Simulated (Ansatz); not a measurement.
HgS

Input

```
crystal:
  lattice:
    - [0.0, 2.92585, 2.92585]
    - [2.92585, 0.0, 2.92585]
    - [2.92585, 2.92585, 0.0]
  atoms:
    - { symbol: Hg, position: [0.0, 0.0, 0.0] }
    - { symbol: S, position: [0.75, 0.75, 0.75] }
kpoints:
  mp_grid: { grid: [10, 10, 10] }
scf:
  occupations: { method: fermi_dirac, width: 0.08 }
hamiltonian:
  xc: pbesol
  pseudopotentials: { kind: paw }
relax:
  f_tol: 0.002
  max_steps: 80
  cell: {}
output:
  forces: true
  stress: true
  write_density: true
  write_potential: true
  elf: true
  volumetric_format: npy
```

Run with:

```sh
ansatz run input.yaml --threads 1 --pin off --max-ram 3072MiB --backend cpu --events-out ev --progress --plain --runs-dir out
```

Below, planes, directions and counts refer to the conventional cell (a = 5.88 Å, b = 5.88 Å, c = 5.88 Å, α = 90.00°, β = 90.00°, γ = 90.00°).

The fields are those of the relaxed geometry.

Space group F-43m.

Computed with DFT, PBEsol, PAW with Ansatz's default frozen-core files, scalar-relativistic; relaxation of cell and atoms in Ansatz.

Core electrons are frozen (PAW), and the valence fields are smoothed inside the atomic spheres.

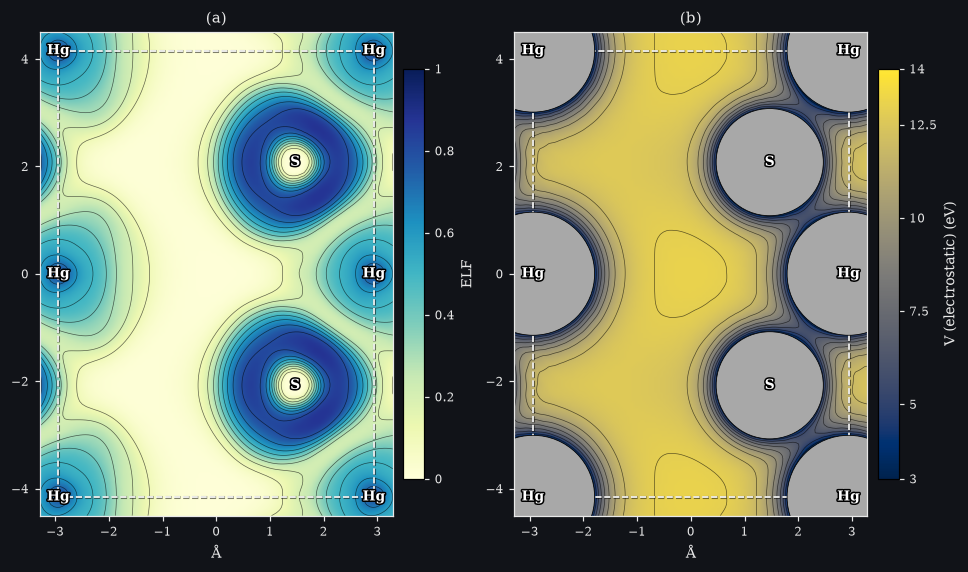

Figure 1. (a) electron localisation function; (b) electrostatic potential energy of an electron on the (011) plane of the conventional cell. Grey discs cover the atomic cores in the potential map.

### Describe what can be read from this map.

The section cuts through Hg and S sites. Hg–S (2.54 Å): the ELF peaks at about 0.90 in the valence shell of S, 0.8 Å from its nucleus, and drops to about 0.20 between the two atoms. The features right at Hg lie inside the PAW spheres, where the map follows smoothed inner orbitals and isn't to be read closely. Outside the cores the potential energy rises away from the atoms and is highest about 2.5 Å from the nearest atoms; its zero is arbitrary.

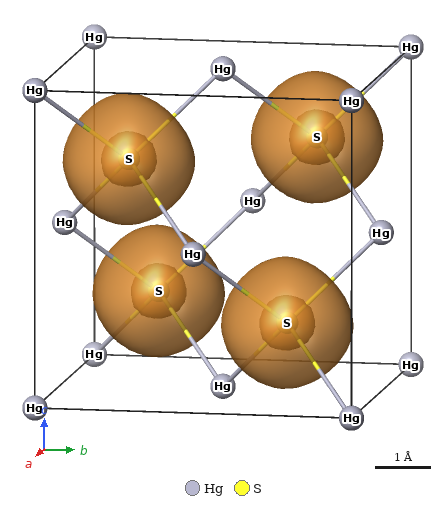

Figure 2. Isosurface of the electron localisation function at 0.65 (orange), seen slightly off an axis. Core shells and regions of very low density are left out. Sticks mark near contacts.

### Where are the electrons localised?

The surface consists of four regions wrapped around S (the valence shell of each), counted in one cell of 8 atoms. Any copies at cell faces, edges or corners count once.

### Metal or insulator at this level of theory?

It is gapless in this calculation (a metal or semimetal).
